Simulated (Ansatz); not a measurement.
## BN (P6_3/mmc): the PBE gap against the k mesh of the density

Aim: see how gap, energy and time of BN (P6_3/mmc) follow the k mesh of the density.

Method: DFT, PBE, plane waves, PAW, in Ansatz 0.2.0.

## 1. The structure

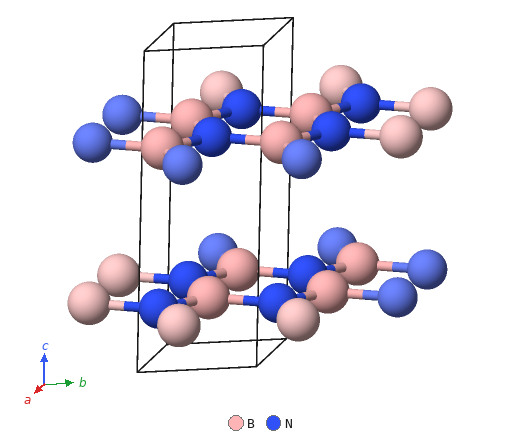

The starting structure, seen slightly off an axis (boron pink, nitrogen blue). 2×2×1 cells are drawn. Some periodic images of atoms are drawn too.

The cell and positions come from the Crystallography Open Database and are kept as given unless a step says otherwise. The default PAW set here is soft_2. Its files were made with PBE.

## 2. k mesh of the density: 6×6×2

File input.yaml:

```yaml
crystal:
  lattice:
    - [2.50399, 0.0, 0.0]
    - [-1.251995, 2.1685189508, 0.0]
    - [0.0, 0.0, 6.6612]
  atoms:
    - { symbol: B, position: [0.3333333333, 0.6666666667, 0.25] }
    - { symbol: B, position: [0.6666666667, 0.3333333333, 0.75] }
    - { symbol: "N", position: [0.3333333333, 0.6666666667, 0.75] }
    - { symbol: "N", position: [0.6666666667, 0.3333333333, 0.25] }
kpoints:
  mp_grid: { grid: [6, 6, 2] }
  band_path:
    path:
      - [0.0, 0.0, 0.0]
      - [0.5, 0.0, 0.0]
      - [0.33333333, 0.33333333, 0.0]
      - [0.0, 0.0, 0.5]
      - [0.5, 0.0, 0.5]
      - [0.33333333, 0.33333333, 0.5]
      - [0.299999997, 0.299999997, 0.0]
    npoints: 1
hamiltonian:
  xc: pbe
scf:
  occupations: { method: fixed }
  n_extra_bands: 5
output:
  eigenvalues: true
```

Started as:

```
ansatz run input.yaml --threads 2 --pin off --max-ram 92160MiB --backend cuda --events-out ev --progress --plain --runs-dir out --devices 1 --max-vram 13GiB  # rebuilt from the run's record
```

Numbers of over 12 decimals in the logs are rounded to 6 here.

Output:

```text
scf.n_extra_bands = 5 over 8 filled bands (N_el = 16.0): the run solves 13 bands
GPUs: using 1 of 1 available (devices: 1).
Engine: ansatz 0.2.0, x86_64-unknown-linux-gnu
Pseudopotentials: kind: paw
Pseudopotential: B, paw, valence charge 3, recommended cutoff 420 eV (normal), B.paw.azcp
Pseudopotential: N, paw, valence charge 5, recommended cutoff 420 eV (normal), N.paw.azcp
Functional definition: PBE
  parameter kappa = 0.804
  parameter beta = 0.066725
  exchange = pbe_x(kappa = kappa, mu = beta*pi^2/3)
  correlation = pbe_c(beta = beta)
device memory: the entry about to start is reckoned to put 0.6 GiB on a device that reports 67.1 GiB free (of which the cap on the GPU budget leaves the run 13.0 GiB)
GPU FFT provider: cuFFT
GPU libraries: cuBLAS 13.8.2, cuFFT 12.4.0, cuSOLVER 12.3.4
Crystal: 4 atoms, lattice volume = 36.170 Å³
Basis set: ecut = 420 eV, 713 PW (Γ)
Bands: 13, of which v1, the nominal top of the filled ones, is band 8 counted from 1 (7 counted from 0)
Symmetry: 24 space group operations
Space group: P63/mmc (ITA 194), of the structure as read, at distance tolerance 3.3e-5 Å
k-points: 14 of 72
Non-local potential: B, projectors of the file, l = 0: 2, l = 1: 2, l = 2: 1
Non-local potential: N, projectors of the file, l = 0: 2, l = 1: 2, l = 2: 1
PAW form: soft (Blöchl's): semilocal exchange-correlation on the pseudo side does not see the compensation charge
PAW one-centre angular grid: B, 110 points (default); XC on 64 Gauss nodes
PAW one-centre angular grid: N, 110 points (default); XC on 64 Gauss nodes
Initial density: superposition of atomic densities (neutral atoms: chi_scale 0, normalization atom), corrected by the library's trained network
Initial wavefunctions: pseudopotential atomic-orbital guess
GPU buffer pool allocated for 14580 grid points (all kernels)
GPU transforms: local potential and band sums: pruned to the plane-wave sphere, on 18×18×45
Functional: x = pbe(κ = 0.804, μ = 0.219515), c = pbe(β = 0.066725)
SCF iter   1: F=—  HF=-1084.806697 eV  |F-HF|=—  |Δ(HF+E_count)|=         —  Δρ=1.51e-3  dr2=2.08e-4  ethr=1.77e-3  ⟨swp⟩=5.0  Hψ=965  notcnv=0  defer=33
preconditioner: auto → none  [insulator: Δε(μ)=4.282 eV  Ē_g=16.605 eV  n_scr=4 (ndim 8)  ℏωp=24.7 eV  f_vac=0.023  ε∞_Penn≈3.2]
SCF iter   2: F=—  HF=-1084.807750 eV  |F-HF|=—  |Δ(HF+E_count)|=   1.05e-3  Δρ=7.52e-4  dr2=4.03e-5  ethr=1.30e-6  ⟨swp⟩=2.0  Hψ=425  notcnv=0  defer=42
SCF iter   3: F=—  HF=-1084.808064 eV  |F-HF|=—  |Δ(HF+E_count)|=   3.13e-4  Δρ=3.45e-4  dr2=8.46e-6  ethr=2.52e-7  ⟨swp⟩=2.0  Hψ=292  notcnv=0  defer=38
iter 4 did not close the SCF: its close was put off for the readings that it lacked (scf_convergence_deferred on its scf_iter line)
SCF iter   4: F=-1084.808141 eV  HF=-1084.808140 eV  |F-HF|=1.86e-7  |Δ(HF+E_count)|=   7.67e-5  Δρ=1.67e-5  dr2=3.14e-8  ethr=5.29e-8  ⟨swp⟩=2.0  Hψ=296  notcnv=0  defer=42
iter 5 did not close the SCF: its close was put off for the readings that it lacked (scf_convergence_deferred on its scf_iter line)
SCF iter   5: F=-1084.808141 eV  HF=-1084.808141 eV  |F-HF|=1.00e-8  |Δ(HF+E_count)|=   1.91e-7  Δρ=4.17e-6  dr2=2.95e-9  ethr=1.96e-10  ⟨swp⟩=2.0  Hψ=274  notcnv=0  defer=42
SCF iter   6: F=-1084.808141 eV  HF=-1084.808141 eV  |F-HF|=7.48e-11  |Δ(HF+E_count)|=   1.16e-8  Δρ=5.12e-7  dr2=6.13e-11  ethr=1.85e-11  ⟨swp⟩=5.4  Hψ=860  notcnv=0
SCF 1 converged in 6 iterations: F = -1084.808141 eV  dr2 = 6.13e-11
[...]
device memory: the entry about to start is reckoned to put 0.5 GiB on a device that reports 65.8 GiB free (of which the cap on the GPU budget leaves the run 13.0 GiB)
NSCF: frozen V_eff on 7 k-points
SCF converged after 6 iterations
Free energy (F): -1084.808141 eV
Harris-Foulkes:  -1084.808141 eV  (|F-HF|=7.48e-11)
Internal energy: -1084.808141 eV  (E = F + TS)
E sigma→0 (E₀):  -1084.808141 eV
Fermi energy:    4.712291 eV
--- Per-component energies (eV) ---
  E_band       = -38.469871
  E_kinetic    = 366.932545
  E_local      = -696.330033  (includes V_loc(G=0)·N_el)
  E_nonlocal   = 115.656991
  E_hartree    = 224.908116
  E_xc         = -184.451725
  E_vxc        = -228.846024  (∫ρ·V_xc dr)
  E_paw        = -413.649015  (= ΣΔE_a)
  E_vpaw       = -45.699905  (= ΣTr[D̂ρ^β])
  E_aug_tail   = 0.000204  (compensation charges beyond the density's cutoff)
  E_ewald      = -497.875223
  E_smearing   = -0.000000  (= −TS)
  E_closure    = 0.000000  (closes the sum)
  Σ components = -1084.808141   (vs F -1084.808141, Δ=0.00e0)
--- Band table (eV; the first three rows and the last of 14) ---
  k-point 0: bands = [... 4 lower, 3.3842, 3.3842, 3.4189, 3.4189, 9.9565, 14.9926, 16.2902, 16.2902, ... 1 higher]
  k-point 1: bands = [... 4 lower, 3.4018, 3.4018, 3.4018, 3.4018, 12.3025, 12.3025, 16.3495, 16.3495, ... 1 higher]
  k-point 2: bands = [... 4 lower, 1.4094, 1.4475, 2.4891, 2.5366, 10.8560, 14.5104, 15.7186, 15.8540, ... 1 higher]
  k-point 13: bands = [... 4 lower, -2.4365, -2.4365, 4.7123, 4.7123, 9.3593, 9.3593, 16.7365, 16.7365, ... 1 higher]
```

Run time: 3.2 s. Hardware: 1 × NVIDIA H100 80GB HBM3 (shared by 6 runs) with 2 threads of AMD EPYC 7R13 (Zen 3), shared host; peak memory 0.88 GiB.

Numbers from this step:

| Property | Result |
| --- | --- |
| gap | 4.248 eV |
| valence top at | k = (0.300, 0.300, 0.000) |
| conduction bottom at | M |
| least direct gap | 4.647 eV |

The gap is indirect, with the least direct gap 0.40 eV higher.

## 3. k mesh of the density: 12×12×4 (the default)

input.yaml, the sections that differ from step 2:

```yaml
kpoints:
  mp_grid: { grid: [12, 12, 4] }
  band_path:
    path:
      - [[0.0, 0.0, 0.0], [0.5, 0.0, 0.0], [0.33333333, 0.33333333, 0.0], [0.0, 0.0, 0.0], [0.0, 0.0, 0.5], [0.5, 0.0, 0.5], [0.33333333, 0.33333333, 0.5], [0.0, 0.0, 0.5]]
      - [[0.5, 0.0, 0.5], [0.5, 0.0, 0.0]]
      - [[0.33333333, 0.33333333, 0.5], [0.33333333, 0.33333333, 0.0]]
    npoints: 10
scf:
  occupations: { method: fermi_dirac, width: 0.02 }
  n_extra_bands: 5
output:
  eigenvalues: true
  write_density: true
  write_potential: true
  elf: true
  volumetric_format: npy
# crystal, hamiltonian: as in step 2
```

Output:

```text
[...]
GPUs: using 1 of 1 available (devices: 1).
[...]
GPU FFT provider: cuFFT
GPU libraries: cuBLAS 13.8.2, cuFFT 12.4.0, cuSOLVER 12.3.4
Crystal: 4 atoms, lattice volume = 36.170 Å³
Basis set: ecut = 420 eV, 713 PW (Γ)
Bands: 13, of which v1, the nominal top of the filled ones, is band 8 counted from 1 (7 counted from 0)
Symmetry: 24 space group operations
[...]
k-points: 57 of 576
[...]
--- Band table (eV; the first three rows and the last of 57) ---
  k-point 0: bands = [... 4 lower, 3.3832, 3.3832, 3.4180, 3.4180, 9.9559, 14.9919, 16.2894, 16.2894, ... 1 higher]
  k-point 1: bands = [... 4 lower, 3.3886, 3.3886, 3.4135, 3.4135, 10.6485, 14.0937, 16.3068, 16.3068, ... 1 higher]
  k-point 2: bands = [... 4 lower, 3.4008, 3.4008, 3.4008, 3.4008, 12.3018, 12.3018, 16.3486, 16.3486, ... 1 higher]
  k-point 56: bands = [... 4 lower, -2.4373, -2.4373, 4.7118, 4.7118, 9.3589, 9.3589, 16.7361, 16.7361, ... 1 higher]
[key lines of the parts left out:]
SCF converged after 6 iterations
Free energy (F): -1084.809376 eV
Fermi energy:    6.870256 eV
```

Elapsed: 1.8 s, on 1 × NVIDIA H100 80GB HBM3 (shared by 6 runs) with 2 threads; peak memory 0.89 GiB; 2.3 s of CPU time.

This step gave:

* gap: 4.248 eV
* valence top at: k = (0.300, 0.300, 0.000)
* conduction bottom at: M
* least direct gap: 4.647 eV

The gap is 4.248 eV, as in the run before at this level.

## 4. k mesh of the density: 18×18×6

input.yaml, the sections that differ from step 3:

```yaml
kpoints:
  mp_grid: { grid: [18, 18, 6] }
  band_path:
    path:
      - [0.0, 0.0, 0.0]
      - [0.5, 0.0, 0.0]
      - [0.33333333, 0.33333333, 0.0]
      - [0.0, 0.0, 0.5]
      - [0.5, 0.0, 0.5]
      - [0.33333333, 0.33333333, 0.5]
      - [0.299999997, 0.299999997, 0.0]
    npoints: 1
scf:
  occupations: { method: fixed }
  n_extra_bands: 5
# crystal, hamiltonian, output: as in step 3
```

Output:

```text
[...]
GPUs: using 1 of 1 available (devices: 1).
[...]
GPU FFT provider: cuFFT
GPU libraries: cuBLAS 13.8.2, cuFFT 12.4.0, cuSOLVER 12.3.4
Crystal: 4 atoms, lattice volume = 36.170 Å³
Basis set: ecut = 420 eV, 713 PW (Γ)
Bands: 13, of which v1, the nominal top of the filled ones, is band 8 counted from 1 (7 counted from 0)
Symmetry: 24 space group operations
[...]
k-points: 148 of 1944
[...]
--- Band table (eV; the first three rows and the last of 148) ---
  k-point 0: bands = [... 4 lower, 3.3832, 3.3832, 3.4180, 3.4180, 9.9558, 14.9919, 16.2894, 16.2894, ... 1 higher]
  k-point 1: bands = [... 4 lower, 3.3856, 3.3856, 3.4163, 3.4163, 10.2748, 14.5568, 16.2972, 16.2972, ... 1 higher]
  k-point 2: bands = [... 4 lower, 3.3924, 3.3924, 3.4099, 3.4099, 11.1310, 13.5369, 16.3191, 16.3191, ... 1 higher]
  k-point 147: bands = [... 4 lower, -2.4373, -2.4373, 4.7118, 4.7118, 9.3588, 9.3588, 16.7361, 16.7361, ... 1 higher]
[key lines of the parts left out:]
SCF converged after 6 iterations
Free energy (F): -1084.809438 eV
Fermi energy:    4.749593 eV
```

Elapsed: 5.7 s, on 1 × NVIDIA H100 80GB HBM3 (shared by 6 runs) with 2 threads; peak memory 0.92 GiB; 3.9 s of CPU time.

This step gave:

| Quantity | Value |
| --- | --- |
| gap | 4.248 eV |
| valence top at | k = (0.300, 0.300, 0.000) |
| conduction bottom at | M |
| least direct gap | 4.647 eV |

The gap is 4.248 eV, as in the run before at this level.

## 5. The series

Differences are against the last row; a negative gap means that bands overlap, and a run with a band path holds that path's time. Times are wall times on 1 × NVIDIA H100 80GB HBM3 (shared by 6 runs) with 2 threads of AMD EPYC 7R13 (Zen 3), shared host, good to a factor of about two.

```csv
k mesh of the density,gap (eV),direct gap (eV),gap error (eV),energy error (meV/atom),irreducible k,time
6×6×2,4.248,4.647,+0.000,+0.3,14,3.2 s
12×12×4,4.248,4.647,+0.000,+0.0,57,1.8 s
18×18×6,4.248,4.647,+0.000,+0.0,148,5.7 s
```

## 6. Outcome

```yaml
6x6x2: 4.248 eV
12x12x4: 4.248 eV
18x18x6: 4.248 eV
```

**Reading.** The gap holds to 0.02 eV from 6×6×2 on, the cheapest setting tried. At 6×6×2 the gap is off by +0.000 eV and the energy by +0 meV/atom. The gap is read over the mesh and added points near the edges, so meshes differ mainly through the density and, for a hybrid, the exchange operator.

[Paths, hosts, dates, memory and timing lines, banners, echoed tables and standing remarks are left out of the program output.]

[Logs are printed without paths, hosts, clocks, repeated set-up lines and the standing remarks that a program may print on its own settings, such as how far it seeks lower states.]

[Runs of the session that timed out or met a known fault of the program may be left out.]

[Cells called generated may have been cut or substituted from an entry of the Crystallography Open Database or the Materials Project.]

[Hosts, paths, dates, database ids (printed as entryN), source tags and the programs' standing remarks are cut or masked in the printed files.]
